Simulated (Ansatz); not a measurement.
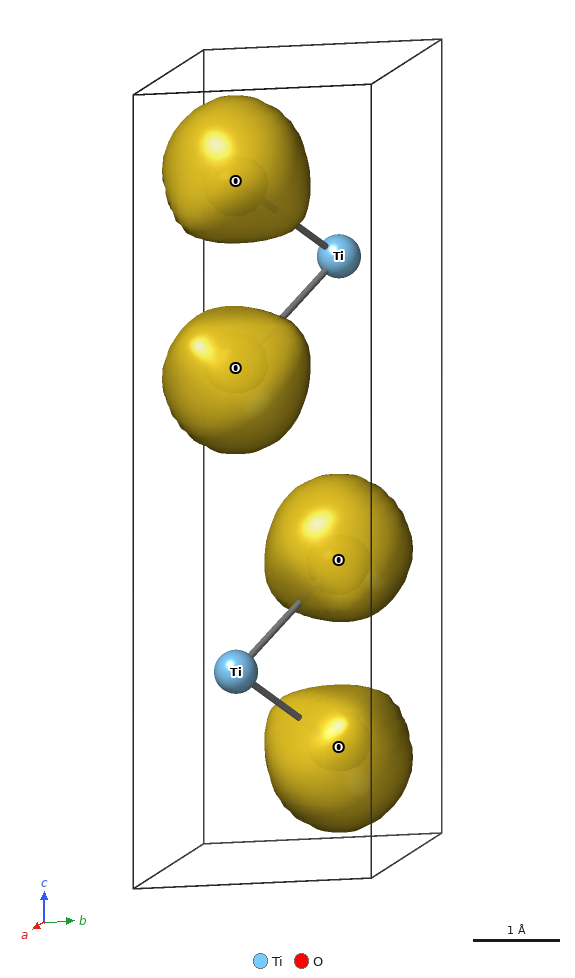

The picture shows: TiO2. Isosurface of the electron localisation function at 0.7 (yellow), seen slightly off an axis. Only the valence region is drawn (cores and ρ < 0.01 e/Å³ removed). Sticks mark near contacts.

Space group P6₃/mmc; a structure from a database of computed crystals, not necessarily the ambient phase; started from the MoS2-164 prototype, which need not be the ambient phase; computed without spin polarisation.

The calculation used Ansatz 0.2.0, DFT, r2SCAN+rVV10, plane waves, PAW.

Core electrons are frozen (PAW), and the valence fields are smoothed inside the atomic spheres.

**Identify the bonds, lone pairs and shells in this picture.**

The ELF exceeds this value in four regions wrapped around O (the valence shell of each), counted in one cell of 6 atoms. Regions shared between cells count once. Profiles from the grid: Ti–O (1.99 Å): the ELF peaks at about 0.80 in the valence shell of O, 0.6 Å from its nucleus, and is about 0.25 at the midpoint: no localised pair shows between them. Ti–Ti (2.86 Å): the ELF is about 0.10 at the midpoint (no localised pair shows between them).
